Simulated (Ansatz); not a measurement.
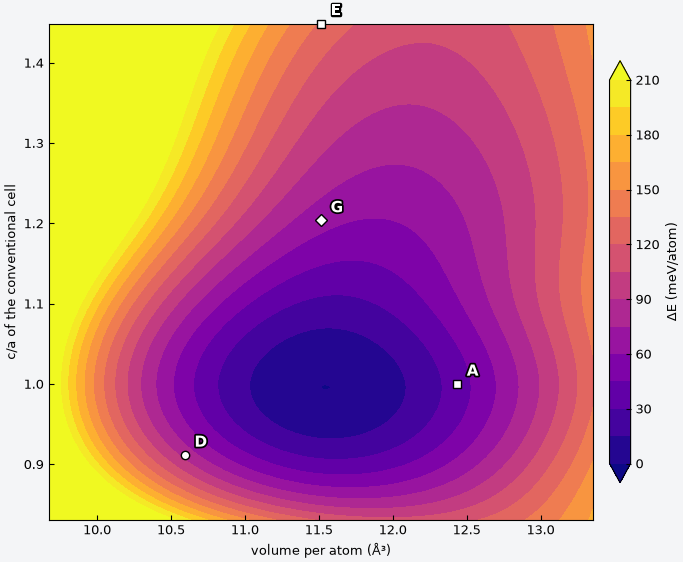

AlFe (Pm-3m, No. 221; 2 atoms in the cell). 
- The energy is mapped over volume and the cell's shape.
- Coordinates scanned: (1) volume per atom; (2) c/a of the conventional cell.
- Nothing is relaxed (symmetry fixes all fractional coordinates).
- Grid: 5 × 7 points.
- Points are written as (first, second).
- All energies are given in meV/atom relative to the lowest grid point.
- The magnetic moment jumps between some neighbouring points.
- These are results of DFT PBEsol, scalar-relativistic, plane waves, PAW in Ansatz 0.2.0, not measurements. Settings: cutoff 520 eV, k-mesh 18×18×18, gaussian smearing 0.15 eV, spin-polarised.

Drawn: filled contours, one colour for all values above the top of the scale, lettered points. Between grid points the surface is interpolated.

### Is E the lowest point of the computed grid?

No. E lies 133 meV/atom above the lowest grid point, which is at (11.51 Å³, 1.000).

### What kind of point is each of A, D: minimum, saddle, maximum or slope?

A: on a slope; D: on a slope. (In these two coordinates alone; a stationary point may lie a little off the grid point.)

### Which space group has the cell at each letter?

A: Pm-3m; D: P4/mmm; E: P4/mmm; G: P4/mmm.
